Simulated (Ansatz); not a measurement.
Rh (slab, 4 atoms in the cell), run with Ansatz.

```
crystal:
  lattice:
    - [2.6728587956, 0.0, 0.0]
    - [0.0, 2.6728587956, 0.0]
    - [0.0, 0.0, 22.6699897385]
  atoms:
    - { symbol: Rh, position: [0.5, 0.5, 0.3749450308] }
    - { symbol: Rh, position: [0.0, 0.0, 0.4583150103] }
    - { symbol: Rh, position: [0.5, 0.5, 0.5419050345] }
    - { symbol: Rh, position: [0.0, 0.0, 0.6220227123] }
basis:
  ecutwfc: 420
kpoints:
  mp_grid: { grid: [11, 11, 1] }
hamiltonian:
  xc: pbesol
scf:
  occupations: { method: fixed }
  max_iter: 60
output:
  forces: true
  eigenvalues: true
efield:
  axis: 3
  dipole_correction: true
  ramp_width: 0.04
```

Launched with:
```bash
ansatz run input.yaml --threads 2 --pin off --max-ram 5120MiB --backend cpu --events-out ev --progress --plain --runs-dir out
```

How does the iteration go?

It converged, after 19 iterations. The residual falls unevenly and jumps up by a factor of two or more 5 times on the way down, most sharply at step 2 (by a factor of about 25). The input holds an odd setting (fixed occupations whatever the gap). The SCF closed; whether the result suffers can't be told from this run alone.

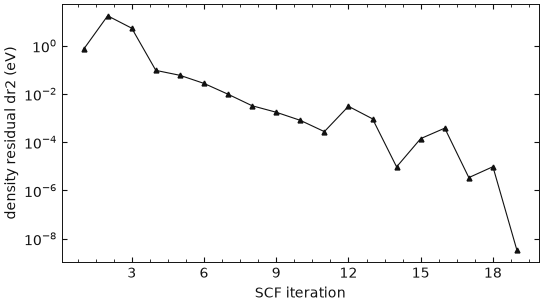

SCF iterations of a calculation: density residual dr2. The starting density is a sum of atomic densities corrected by a trained network.
